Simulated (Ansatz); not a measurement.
Input file:

```
crystal:
  lattice:
    - [0.0, 6.6454904175, -6.014447552]
    - [-6.6454904175, 0.0, 6.014447552]
    - [6.6454904175, 0.0, 6.014447552]
  atoms:
    - { symbol: Hf, position: [0.5, 0.375, 0.375] }
    - { symbol: Hf, position: [0.0, 0.125, 0.625] }
    - { symbol: Hf, position: [0.5, 0.875, 0.875] }
    - { symbol: Hf, position: [0.0, 0.625, 0.125] }
    - { symbol: Hf, position: [0.5, 0.25, 0.75] }
    - { symbol: Hf, position: [0.0, 0.0, 0.0] }
    - { symbol: Hf, position: [0.5, 0.75, 0.25] }
    - { symbol: Hf, position: [0.0, 0.5, 0.5] }
    - { symbol: Si, position: [0.5, 0.625, 0.625] }
    - { symbol: Si, position: [1.0, 0.375, 0.875] }
    - { symbol: Si, position: [0.5, 0.125, 0.125] }
    - { symbol: Si, position: [0.5, 0.0, 0.5] }
    - { symbol: Si, position: [0.0, 0.75, 0.75] }
    - { symbol: Si, position: [0.5, 0.5, 0.0] }
    - { symbol: Si, position: [0.0, 0.25, 0.25] }
    - { symbol: O, position: [0.3158051757, 0.8173684738, 0.3173684738] }
    - { symbol: O, position: [0.8158051757, 0.5673684738, 0.5673684738] }
    - { symbol: O, position: [0.3158051757, 0.3173684738, 0.8173684738] }
    - { symbol: O, position: [0.8158051757, 0.0673684738, 0.0673684738] }
    - { symbol: O, position: [0.0, 0.6923684738, 0.3765632981], spin: 0.5 }
    - { symbol: O, position: [0.5, 0.4423684738, 0.6265632981] }
    - { symbol: O, position: [0.0, 0.1923684738, 0.8765632981] }
    - { symbol: O, position: [0.5, 0.9423684738, 0.1265632981] }
    - { symbol: O, position: [0.1841948243, 0.2515632981, 0.2515632981] }
    - { symbol: O, position: [0.6841948243, 0.0015632981, 0.5015632981] }
    - { symbol: O, position: [0.1841948243, 0.7515632981, 0.7515632981] }
    - { symbol: O, position: [0.6841948243, 0.5015632981, 0.0015632981] }
    - { symbol: O, position: [0.0, 0.8765632981, 0.1923684738], spin: 0.5 }
    - { symbol: O, position: [0.5, 0.6265632981, 0.4423684738] }
    - { symbol: O, position: [1.0, 0.3765632981, 0.6923684738] }
    - { symbol: O, position: [0.5, 0.1265632981, 0.9423684738] }
    - { symbol: O, position: [0.1841948243, 0.0576315262, 0.5576315262], spin: 0.5 }
    - { symbol: O, position: [0.6841948243, 0.8076315262, 0.8076315262] }
    - { symbol: O, position: [0.1841948243, 0.5576315262, 0.0576315262] }
    - { symbol: O, position: [0.6841948243, 0.3076315262, 0.3076315262] }
    - { symbol: O, position: [1.0, 0.2484367019, 0.4326315262] }
    - { symbol: O, position: [0.5, 0.9984367019, 0.6826315262] }
    - { symbol: O, position: [1.0, 0.7484367019, 0.9326315262] }
    - { symbol: O, position: [0.5, 0.4984367019, 0.1826315262] }
    - { symbol: O, position: [0.8158051757, 0.8734367019, 0.3734367019], spin: 0.5 }
    - { symbol: O, position: [0.3158051757, 0.6234367019, 0.6234367019] }
    - { symbol: O, position: [0.8158051757, 0.3734367019, 0.8734367019] }
    - { symbol: O, position: [0.3158051757, 0.1234367019, 0.1234367019] }
    - { symbol: O, position: [0.5, 0.1826315262, 0.4984367019] }
    - { symbol: O, position: [0.0, 0.9326315262, 0.7484367019] }
    - { symbol: O, position: [0.5, 0.6826315262, 0.9984367019] }
    - { symbol: O, position: [0.0, 0.4326315262, 0.2484367019] }
  host:
    lattice:
      - [-3.3227452087, 3.3227452087, 3.007223776]
      - [3.3227452087, -3.3227452087, 3.007223776]
      - [3.3227452087, 3.3227452087, -3.007223776]
    atoms:
      - { symbol: Hf, position: [0.75, 0.25, 0.5] }
      - { symbol: Hf, position: [0.0, 0.0, 0.0] }
      - { symbol: Si, position: [0.25, 0.75, 0.5] }
      - { symbol: Si, position: [0.5, 0.5, 0.0] }
      - { symbol: O, position: [0.1347369476, 0.3189317719, 0.8158051757] }
      - { symbol: O, position: [0.0689317719, 0.7531265962, 0.6841948243] }
      - { symbol: O, position: [0.5031265962, 0.3189317719, 0.1841948243] }
      - { symbol: O, position: [0.0689317719, 0.3847369476, 0.3158051757] }
      - { symbol: O, position: [0.6152630524, 0.9310682281, 0.6841948243] }
      - { symbol: O, position: [0.6810682281, 0.8652630524, 0.1841948243] }
      - { symbol: O, position: [0.2468734038, 0.9310682281, 0.3158051757] }
      - { symbol: O, position: [0.6810682281, 0.4968734038, 0.8158051757] }
basis:
  ecutwfc: 420
  xc_grid: 2
kpoints:
  mp_grid: { grid: [2, 2, 2], shift: [0.5, 0.5, 0.5] }
hamiltonian:
  xc: pbe
scf:
  occupations: { method: gaussian, width: 0.01 }
output:
  forces: true
  stress: false
  eigenvalues: true
  populations: true
  charged_corrections:
    defect_position: [1.0, 0.875, 0.375]
    epsilon: [[12.6905, 0.0, 0.0], [0.0, 12.6905, 0.0], [0.0, 0.0, 12.4803]]
  write_density: true
  write_potential: true
  elf: true
  volumetric_format: npy
magnetization:
  spin_polarized: true
relax:
  adjacent_minimum: "off"
  f_tol: 0.025
  max_steps: 45
```

Run with:

```sh
ansatz run input.yaml --threads 4 --pin off --max-ram 10240MiB --backend cpu --events-out ev --progress --plain --runs-dir out
```

The fields are those of the run's last geometry, not of the input's.

Spin-polarised.

All numbers below come from Ansatz 0.2.0, DFT PBE, scalar-relativistic, plane waves, PAW.

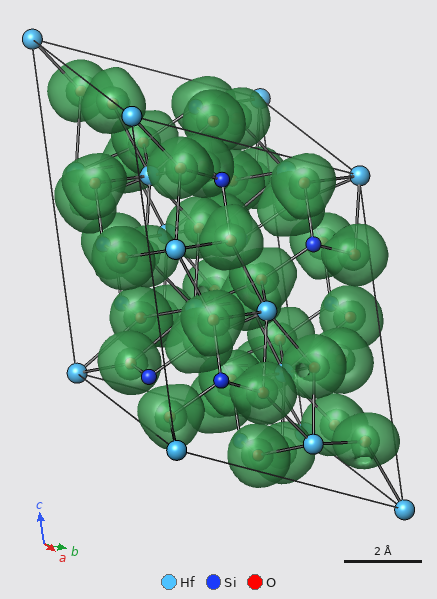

Hf8Si7O32 (cell with a defect). Isosurface of the electron localisation function at 0.75 (green), seen slightly off an axis. Only the valence region is drawn (cores and ρ < 0.01 e/Å³ removed). Sticks mark near contacts.

In a PAW calculation such maps are meaningful between the atoms, not at the nuclei.

**Describe the localisation domains.**

The ELF exceeds this value in 28 regions on O in which the atom's valence shell and bonds are merged and four regions wrapped around O (the valence shell of each), counted in one cell of 47 atoms. Any copies at cell faces, edges or corners count once. Profiles from the grid: Si–O (1.63 Å): the ELF peaks at about 0.85 between the atoms; a shared but strongly polarised pair. Hf–O (2.11 Å): the ELF peaks at about 0.85 in the valence shell of O, 0.6 Å from its nucleus, and drops to about 0.15 between the two atoms (no shared electron pair shows on this line).
